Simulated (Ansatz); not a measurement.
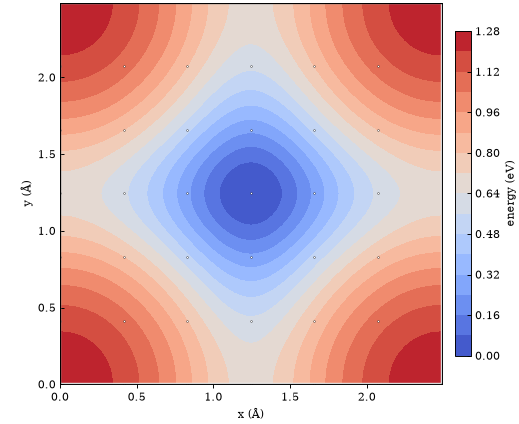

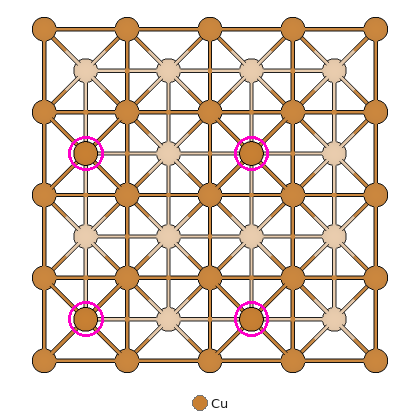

Energy landscape of Cu on a Cu(100) slab cut from the Fm-3m phase, its upper half relaxed before the scan (12 atoms of substrate and one adsorbate in a 2 × 2 cell). Cu is moved over the surface cell; relaxed at each place: the height of the adsorbate's atoms; substrate rigid; the origin of the map has the adsorbate above Cu9. Places are given modulo a cell vector. The map is drawn in real space over the plane of the surface. The scan uses a 6 × 6 grid; 10 points were computed and 26 follow by symmetry. Places are given in fractions of the 1 × 1 surface cell. Energies: eV, counted from the lowest grid point. Level of theory: DFT LDA, scalar-relativistic, plane waves, PAW (Ansatz). Settings: cutoff 420 eV, k-mesh 6×6×1, gaussian smearing 0.1 eV, no spin polarisation.

The picture shows filled contours, dots at the grid points, the outline of one cell of the plane. Between grid points the surface is interpolated. The second picture is the structure at the lowest point; rings mark the moved atoms.

Q: Describe this landscape.

A: The lowest grid point is at a fourfold hollow over a second-layer Cu atom, (3/6, 3/6) of the cell vectors. No other kind of well shows on this grid. The highest grid point, the top site over a surface Cu atom, (0/6, 0/6) of the cell vectors, lies 1.26 eV above the lowest. On the interpolated surface the easiest way out of the lowest well to its copy in the next cell or period passes a barrier of about 0.69 eV. At the lowest point the adsorbate has 4 Cu at 2.34 Å as nearest neighbours, at the highest 1 Cu at 2.16 Å. Its relaxed height above the top atom is 1.55 Å at the lowest and 2.16 Å at the highest point.

Time for the 10 points that were run: 37 min on 4 threads of Arm Neoverse N1, with other jobs on the host.

PAW datasets: the set soft_1.
